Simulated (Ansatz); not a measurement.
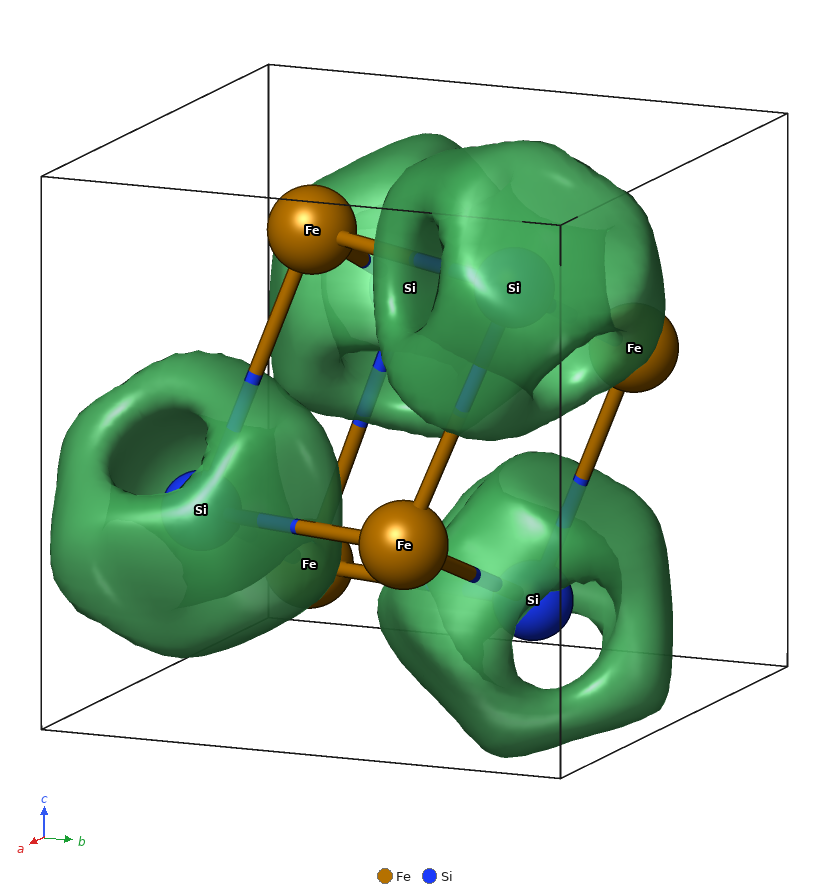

FeSi. Isosurface of the ELF at 0.55 (green), seen slightly off an axis. Core shells and regions of very low density are left out. Sticks mark near contacts.

Space group P2₁3; computed pressure about 4 GPa in this cell; computed without spin polarisation.

Theory: Ansatz 0.2.0, DFT PBEsol, scalar-relativistic, plane waves, PAW.

Core electrons are frozen (PAW), and the valence fields are smoothed inside the atomic spheres.

The calculation's input:

```
crystal:
  lattice:
    - [4.38, 0.0, 0.0]
    - [0.0, 4.38, 0.0]
    - [0.0, 0.0, 4.38]
  atoms:
    - { symbol: Fe, position: [0.13652, 0.13652, 0.13652] }
    - { symbol: Fe, position: [0.36348, 0.86348, 0.63652] }
    - { symbol: Fe, position: [0.63652, 0.36348, 0.86348] }
    - { symbol: Fe, position: [0.86348, 0.63652, 0.36348] }
    - { symbol: Si, position: [0.8424, 0.8424, 0.8424] }
    - { symbol: Si, position: [0.6576, 0.1576, 0.3424] }
    - { symbol: Si, position: [0.3424, 0.6576, 0.1576] }
    - { symbol: Si, position: [0.1576, 0.3424, 0.6576] }
scf:
  occupations: { method: fixed }
output:
  forces: true
  stress: true
  write_density: true
  write_potential: true
  elf: true
  volumetric_format: npy
hamiltonian:
  xc: pbesol
relax:
  f_tol: 0.003
kpoints:
  mp_grid: { grid: [8, 8, 8] }
```

Command:

```sh
ansatz run input.yaml --threads 4 --pin off --max-ram 8192MiB --backend cpu --events-out ev --progress --plain --runs-dir out
```

Below, planes, directions and counts refer to the conventional cell (a = 4.38 Å, b = 4.38 Å, c = 4.38 Å, α = 90.00°, β = 90.00°, γ = 90.00°).

The fields are those of the relaxed geometry.

### Where are the electrons localised?

The ELF exceeds this value in four regions wrapped around Si (the valence shell of each), counted in one cell of 8 atoms. Regions shared between cells count once. Profiles from the grid: Fe–Si (2.25 Å): the ELF peaks at about 0.65 in the valence shell of Si, 0.9 Å from its nucleus, and is about 0.45 at the midpoint. Fe–Si (2.45 Å): the ELF peaks at about 0.65 in the valence shell of Si, 0.9 Å from its nucleus, and is about 0.45 at the midpoint.
